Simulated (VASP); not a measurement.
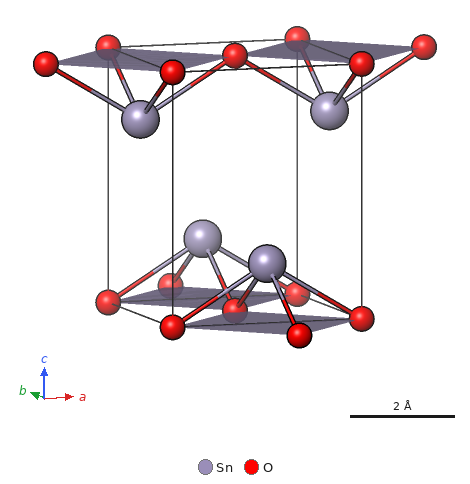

*The starting structure (polyhedral view of the cell of the calculation, seen slightly off an axis; polyhedra are completed across the faces of the cell).*

## Geometry relaxation of SnO (part 1 of 3)

System: SnO (P4/nmm, 4 atoms in the cell).
Method: Kohn-Sham DFT of a periodic cell, PBE, VASP PAW PBE potentials, hard, no spin polarisation (VASP 6.6.1).

The structure derives from an entry of the Crystallography Open Database.

OSZICAR
```
N       E                     dE             d eps       ncg     rms          rms(c)
DAV:   1     0.495296058060E+03    0.49530E+03   -0.27777E+04  2896   0.349E+03
DAV:   2     0.803524300331E+02   -0.41494E+03   -0.40965E+03  2944   0.734E+02
DAV:   3    -0.192915864289E+02   -0.99644E+02   -0.97558E+02  4136   0.230E+02
DAV:   4    -0.262292504859E+02   -0.69377E+01   -0.69253E+01  3032   0.647E+01
DAV:   5    -0.265059298595E+02   -0.27668E+00   -0.27658E+00  4200   0.123E+01    0.120E+01
DAV:   6    -0.227617062925E+02    0.37442E+01   -0.26012E+01  5224   0.523E+01    0.494E+00
DAV:   7    -0.227566448031E+02    0.50615E-02   -0.25329E+00  3288   0.997E+00    0.277E+00
DAV:   8    -0.227759655976E+02   -0.19321E-01   -0.90710E-01  4464   0.691E+00    0.144E+00
DAV:   9    -0.227352592610E+02    0.40706E-01   -0.29352E-01  4728   0.483E+00    0.299E-01
DAV:  10    -0.227393838430E+02   -0.41246E-02   -0.31555E-02  4024   0.151E+00    0.285E-01
DAV:  11    -0.227375342488E+02    0.18496E-02   -0.10867E-02  4632   0.962E-01    0.295E-02
DAV:  12    -0.227376952284E+02   -0.16098E-03   -0.14625E-03  3152   0.243E-01    0.619E-02
DAV:  13    -0.227376636300E+02    0.31598E-04   -0.18450E-04  4376   0.156E-01    0.123E-02
DAV:  14    -0.227376645322E+02   -0.90216E-06   -0.13536E-05  3896   0.359E-02    0.973E-03
DAV:  15    -0.227376631241E+02    0.14081E-05   -0.58108E-06  4304   0.175E-02    0.459E-03
DAV:  16    -0.227376632285E+02   -0.10437E-06   -0.71208E-07  3104   0.600E-03    0.338E-03
DAV:  17    -0.227376631592E+02    0.69325E-07   -0.75900E-07  3544   0.621E-03
   1 F= -.22737663E+02 E0= -.22737663E+02  d E =-.227377E+02
       N       E                     dE             d eps       ncg     rms          rms(c)
DAV:   1    -0.227388337738E+02   -0.11705E-02   -0.26669E-02  3576   0.262E+00    0.211E-01
DAV:   2    -0.227378710259E+02    0.96275E-03   -0.36881E-03  3904   0.643E-01    0.721E-02
DAV:   3    -0.227377406480E+02    0.13038E-03   -0.36421E-04  3608   0.359E-01    0.294E-02
DAV:   4    -0.227377102336E+02    0.30414E-04   -0.99284E-05  3920   0.185E-01    0.949E-03
DAV:   5    -0.227377076788E+02    0.25548E-05   -0.27447E-05  4184   0.524E-02    0.357E-03
DAV:   6    -0.227377053184E+02    0.23604E-05   -0.21018E-06  3424   0.154E-02    0.122E-03
DAV:   7    -0.227377051817E+02    0.13674E-06   -0.20865E-07  2520   0.448E-03    0.880E-04
DAV:   8    -0.227377052410E+02   -0.59295E-07   -0.58946E-08  1696   0.372E-03
   2 F= -.22737705E+02 E0= -.22737705E+02  d E =-.420818E-04
       N       E                     dE             d eps       ncg     rms          rms(c)
DAV:   1    -0.227377137305E+02   -0.85489E-05   -0.19335E-04  3552   0.225E-01    0.177E-02
DAV:   2    -0.227377065200E+02    0.72105E-05   -0.25640E-05  3904   0.544E-02    0.613E-03
DAV:   3    -0.227377055788E+02    0.94122E-06   -0.26354E-06  3576   0.306E-02    0.245E-03
DAV:   4    -0.227377056795E+02   -0.10066E-06   -0.68000E-07  3712   0.153E-02    0.778E-04
DAV:   5    -0.227377057842E+02   -0.10480E-06   -0.14297E-07  1608   0.434E-03    0.295E-04
DAV:   6    -0.227377059109E+02   -0.12665E-06   -0.39118E-08  1568   0.243E-03    0.169E-04
DAV:   7    -0.227377059614E+02   -0.50519E-07   -0.22480E-08  1560   0.251E-03
   3 F= -.22737706E+02 E0= -.22737706E+02  d E =-.428022E-04
       N       E                     dE             d eps       ncg     rms          rms(c)
DAV:   1    -0.227380163179E+02   -0.31041E-03   -0.15270E-02  4416   0.126E+00    0.100E-01
DAV:   2    -0.227377991044E+02    0.21721E-03   -0.81199E-04  3816   0.291E-01    0.409E-02
DAV:   3    -0.227377622337E+02    0.36871E-04   -0.92515E-05  3784   0.168E-01    0.179E-02
DAV:   4    -0.227377529013E+02    0.93324E-05   -0.25948E-05  4488   0.832E-02    0.592E-03
DAV:   5    -0.227377519860E+02    0.91534E-06   -0.12479E-05  4424   0.348E-02    0.386E-03
DAV:   6    -0.227377513695E+02    0.61653E-06   -0.19437E-06  3864   0.114E-02    0.886E-04
DAV:   7    -0.227377513568E+02    0.12651E-07   -0.14276E-07  1888   0.345E-03
   4 F= -.22737751E+02 E0= -.22737751E+02  d E =-.453954E-04
       N       E                     dE             d eps       ncg     rms          rms(c)
DAV:   1    -0.227402187504E+02   -0.24674E-02   -0.13759E-01  4408   0.379E+00    0.301E-01
DAV:   2    -0.227382548779E+02    0.19639E-02   -0.72544E-03  3784   0.869E-01    0.122E-01
DAV:   3    -0.227379220159E+02    0.33286E-03   -0.83295E-04  3776   0.499E-01    0.534E-02
DAV:   4    -0.227378477236E+02    0.74292E-04   -0.23373E-04  4504   0.249E-01    0.179E-02
DAV:   5    -0.227378444780E+02    0.32456E-05   -0.11288E-04  4416   0.104E-01    0.115E-02
DAV:   6    -0.227378409806E+02    0.34975E-05   -0.17193E-05  4416   0.339E-02    0.266E-03
DAV:   7    -0.227378410656E+02   -0.85073E-07   -0.13221E-06  3288   0.948E-03    0.120E-03
DAV:   8    -0.227378411282E+02   -0.62606E-07   -0.20394E-07  2248   0.452E-03
   5 F= -.22737841E+02 E0= -.22737841E+02  d E =-.135167E-03
       N       E                     dE             d eps       ncg     rms          rms(c)
DAV:   1    -0.227472668032E+02   -0.94257E-02   -0.55133E-01  4400   0.761E+00    0.599E-01
DAV:   2    -0.227394409880E+02    0.78258E-02   -0.28726E-02  3768   0.173E+00    0.244E-01
DAV:   3    -0.227381136210E+02    0.13274E-02   -0.33194E-03  3776   0.987E-01    0.106E-01
DAV:   4    -0.227378292369E+02    0.28438E-03   -0.93485E-04  4496   0.496E-01    0.360E-02
DAV:   5    -0.227378205419E+02    0.86949E-05   -0.45552E-04  4432   0.207E-01    0.228E-02
DAV:   6    -0.227378085711E+02    0.11971E-04   -0.66087E-05  4208   0.669E-02    0.528E-03
DAV:   7    -0.227378090889E+02   -0.51787E-06   -0.55189E-06  3240   0.192E-02    0.241E-03
DAV:   8    -0.227378092241E+02   -0.13516E-06   -0.11075E-06  3816   0.971E-03    0.109E-03
DAV:   9    -0.227378091996E+02    0.24522E-07   -0.11606E-07  1768   0.414E-03
   6 F= -.22737809E+02 E0= -.22737809E+02  d E =-.103238E-03
       N       E                     dE             d eps       ncg     rms          rms(c)
DAV:   1    -0.227413655282E+02   -0.35563E-02   -0.20089E-01  4400   0.452E+00    0.365E-01
DAV:   2    -0.227384456267E+02    0.29199E-02   -0.10719E-02  3840   0.106E+00    0.149E-01
DAV:   3    -0.227379574042E+02    0.48822E-03   -0.12907E-03  3784   0.620E-01    0.650E-02
DAV:   4    -0.227378619354E+02    0.95469E-04   -0.35116E-04  4504   0.299E-01    0.224E-02
DAV:   5    -0.227378639956E+02   -0.20602E-05   -0.17032E-04  4384   0.126E-01    0.146E-02
DAV:   6    -0.227378613489E+02    0.26467E-05   -0.27469E-05  4392   0.424E-02    0.339E-03
DAV:   7    -0.227378616602E+02   -0.31131E-06   -0.21031E-06  3432   0.122E-02    0.141E-03
DAV:   8    -0.227378615506E+02    0.10959E-06   -0.31904E-07  2616   0.517E-03    0.522E-04
DAV:   9    -0.227378615690E+02   -0.18388E-07   -0.63039E-08  1584   0.269E-03
   7 F= -.22737862E+02 E0= -.22737862E+02  d E =-.155608E-03
       N       E                     dE             d eps       ncg     rms          rms(c)
DAV:   1    -0.227378871276E+02   -0.25577E-04   -0.14999E-03  4408   0.397E-01    0.312E-02
DAV:   2    -0.227378665738E+02    0.20554E-04   -0.78132E-05  3808   0.911E-02    0.128E-02
DAV:   3    -0.227378630258E+02    0.35480E-05   -0.92526E-06  3784   0.526E-02    0.553E-03
DAV:   4    -0.227378618122E+02    0.12135E-05   -0.25364E-06  4488   0.257E-02    0.189E-03
DAV:   5    -0.227378615492E+02    0.26307E-06   -0.12446E-06  4160   0.108E-02    0.122E-03
DAV:   6    -0.227378614053E+02    0.14388E-06   -0.15774E-07  1632   0.363E-03    0.328E-04
DAV:   7    -0.227378614018E+02    0.35234E-08   -0.43711E-08  1504   0.197E-03
   8 F= -.22737861E+02 E0= -.22737861E+02  d E =-.155440E-03
       N       E                     dE             d eps       ncg     rms          rms(c)
DAV:   1    -0.227378706670E+02   -0.92617E-05   -0.52861E-04  4384   0.236E-01    0.185E-02
DAV:   2    -0.227378627292E+02    0.79378E-05   -0.27148E-05  3808   0.541E-02    0.760E-03
DAV:   3    -0.227378613977E+02    0.13314E-05   -0.32907E-06  3784   0.314E-02    0.327E-03
DAV:   4    -0.227378614198E+02   -0.22117E-07   -0.87600E-07  3880   0.151E-02
   9 F= -.22737861E+02 E0= -.22737861E+02  d E =-.155458E-03
       N       E                     dE             d eps       ncg     rms          rms(c)
DAV:   1    -0.227379637091E+02   -0.10231E-03   -0.27113E-03  3576   0.833E-01    0.663E-02
DAV:   2    -0.227378776185E+02    0.86091E-04   -0.41211E-04  3760   0.207E-01    0.224E-02
DAV:   3    -0.227378659858E+02    0.11633E-04   -0.40510E-05  3640   0.113E-01    0.928E-03
DAV:   4    -0.227378647468E+02    0.12390E-05   -0.10542E-05  4432   0.549E-02    0.366E-03
DAV:   5    -0.227378650969E+02   -0.35005E-06   -0.31585E-06  4120   0.155E-02    0.178E-03
DAV:   6    -0.227378655702E+02   -0.47330E-06   -0.20157E-07  2128   0.497E-03    0.395E-04
DAV:   7    -0.227378656015E+02   -0.31370E-07   -0.43861E-08  1552   0.223E-03
  10 F= -.22737866E+02 E0= -.22737866E+02  d E =-.418168E-05
       N       E                     dE             d eps       ncg     rms          rms(c)
DAV:   1    -0.227378671732E+02   -0.16031E-05   -0.35060E-05  3600   0.950E-02    0.743E-03
DAV:   2    -0.227378662508E+02    0.92249E-06   -0.51923E-06  3776   0.227E-02    0.248E-03
DAV:   3    -0.227378661006E+02    0.15020E-06   -0.48794E-07  3128   0.125E-02    0.104E-03
DAV:   4    -0.227378659433E+02    0.15726E-06   -0.88251E-08  1496   0.622E-03    0.247E-04
DAV:   5    -0.227378658658E+02    0.77498E-07   -0.45706E-08  1464   0.237E-03
  11 F= -.22737866E+02 E0= -.22737866E+02  d E =-.444595E-05
       N       E                     dE             d eps       ncg     rms          rms(c)
DAV:   1    -0.227378853865E+02   -0.19443E-04   -0.54389E-04  3656   0.372E-01    0.297E-02
DAV:   2    -0.227378689514E+02    0.16435E-04   -0.84671E-05  3760   0.924E-02    0.994E-03
DAV:   3    -0.227378666456E+02    0.23058E-05   -0.80223E-06  3608   0.503E-02    0.420E-03
DAV:   4    -0.227378656887E+02    0.95685E-06   -0.21452E-06  4416   0.249E-02    0.164E-03
DAV:   5    -0.227378654601E+02    0.22861E-06   -0.62081E-07  3120   0.705E-03    0.789E-04
DAV:   6    -0.227378652083E+02    0.25180E-06   -0.47462E-08  1496   0.238E-03    0.179E-04
DAV:   7    -0.227378652103E+02   -0.19945E-08   -0.11329E-08  1488   0.113E-03
  12 F= -.22737865E+02 E0= -.22737865E+02  d E =-.379047E-05
       N       E                     dE             d eps       ncg     rms          rms(c)
DAV:   1    -0.227378707431E+02   -0.55348E-05   -0.13857E-04  3632   0.188E-01    0.149E-02
DAV:   2    -0.227378661624E+02    0.45807E-05   -0.20995E-05  3768   0.459E-02    0.499E-03
DAV:   3    -0.227378655956E+02    0.56687E-06   -0.19949E-06  3600   0.251E-02    0.209E-03
DAV:   4    -0.227378657145E+02   -0.11891E-06   -0.48938E-07  2904   0.125E-02    0.717E-04
DAV:   5    -0.227378658270E+02   -0.11247E-06   -0.13906E-07  1968   0.383E-03    0.347E-04
DAV:   6    -0.227378659324E+02   -0.10543E-06   -0.24912E-08  1472   0.166E-03    0.126E-04
DAV:   7    -0.227378659403E+02   -0.79444E-08   -0.98521E-09  1472   0.128E-03
  13 F= -.22737866E+02 E0= -.22737866E+02  d E =-.452048E-05
```

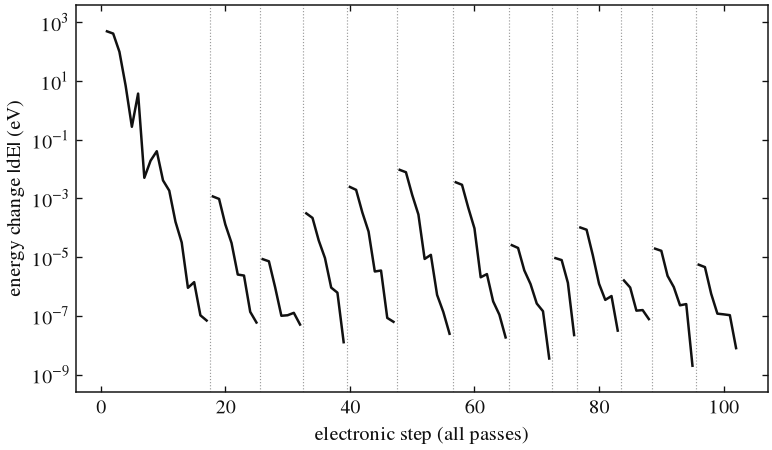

*Convergence of the self-consistent field: energy change |dE| against the electronic step. Each stretch between dotted lines is the SCF of one geometry step of a relaxation.*

The 13 ionic steps take 4 to 17 electronic steps each. The density is held fixed in the first few steps, and dE rises again when its update begins.

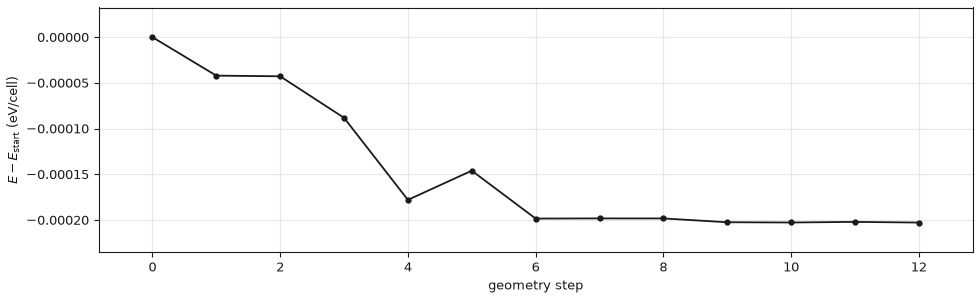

*Progress of the relaxation, step by step (steps are counted from 0).*

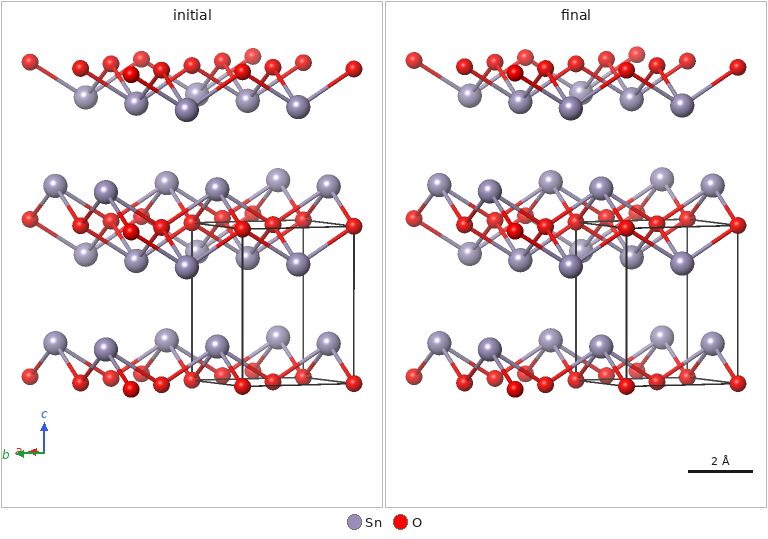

*Before (left) and after (right) the relaxation, at one scale (ball-and-stick view of the cell of the calculation, repeated 2 × 2 × 2, seen at an oblique angle).*

The largest moves relative to the cell, 0.005 Å, are those of Sn1 and Sn2. O stays in place. Cell: a = b stay at 3.866 Å, c 4.979 → 5.005 Å (+0.5 %). Volume +0.5 %. The space group stays P4/nmm (No. 129). After 12 geometry steps the energy has fallen by 0.2 meV per cell of the calculation. (Atoms are counted from 1 in the order of the input.)

Parts of OUTCAR
```
SYSTEM = SnO
   PREC = Accurate
   ENCUT = 900
   EDIFF = 1E-7
   ISMEAR = 0
   LREAL = .False.
   LASPH = .True.
   NELM = 100
   ISIF = 3
   GGA = PE
   IBRION = 2
   NSW = 80
   EDIFFG = -0.002

 ion  position               nearest neighbor table
   1  0.500  0.000  0.233-   3 2.25   4 2.25   4 2.25   3 2.25   2 3.59   2 3.59   2 3.59   2 3.59

   2  0.000  0.500  0.767-   3 2.25   4 2.25   3 2.25   4 2.25   1 3.59   1 3.59   1 3.59   1 3.59

   3  0.000  0.000  0.000-   1 2.25   2 2.25   2 2.25   1 2.25
   4  0.500  0.500  0.000-   1 2.25   2 2.25   1 2.25   2 2.25

  LATTYP: Found a simple tetragonal cell.
 ALAT       =     3.8657812818
 C/A-ratio  =     1.2879114831

  Lattice vectors:

 A1 = (   3.8657812818,   0.0000000000,   0.0000000000)
 A2 = (   0.0000000000,   3.8657812818,   0.0000000000)
 A3 = (   0.0000000000,   0.0000000000,   4.9787841040)

Analysis of symmetry for initial positions (statically):
=====================================================================
 Subroutine PRICEL returns:
 Original cell was already a primitive cell.

 Routine SETGRP: Setting up the symmetry group for a
 simple tetragonal supercell.

 Subroutine GETGRP returns: Found 16 space group operations
 (whereof  8 operations were pure point group operations)
 out of a pool of 16 trial point group operations.

The static configuration has the point symmetry D_2d.
 The point group associated with its full space group is D_4h.

Analysis of symmetry for dynamics (positions and initial velocities):
=====================================================================
 Subroutine PRICEL returns:
 Original cell was already a primitive cell.

 Routine SETGRP: Setting up the symmetry group for a
 simple tetragonal supercell.

 Subroutine GETGRP returns: Found 16 space group operations
 (whereof  8 operations were pure point group operations)
 out of a pool of 16 trial point group operations.

The dynamic configuration has the point symmetry D_2d.
 The point group associated with its full space group is D_4h.

 Subroutine INISYM returns: Found 16 space group operations
 (whereof  8 operations are pure point group operations),
 and found     1 'primitive' translations

----------------------------------------------------------------------------------------

                                     Primitive cell

  volume of cell :      74.4043

  direct lattice vectors                    reciprocal lattice vectors
     3.865781282  0.000000000  0.000000000     0.258679922  0.000000000  0.000000000
     0.000000000  3.865781282  0.000000000     0.000000000  0.258679922  0.000000000
     0.000000000  0.000000000  4.978784104     0.000000000  0.000000000  0.200852252

  length of vectors
     3.865781282  3.865781282  4.978784104     0.258679922  0.258679922  0.200852252

  position of ions in fractional coordinates (direct lattice)
     0.500000000  0.000000000  0.233208327
     0.000000000  0.500000000  0.766791673
     0.000000000  0.000000000  0.000000000
     0.500000000  0.500000000  0.000000000

  ion indices of the primitive-cell ions
   primitive index   ion index
                 1           1
                 2           2
                 3           3
                 4           4
```
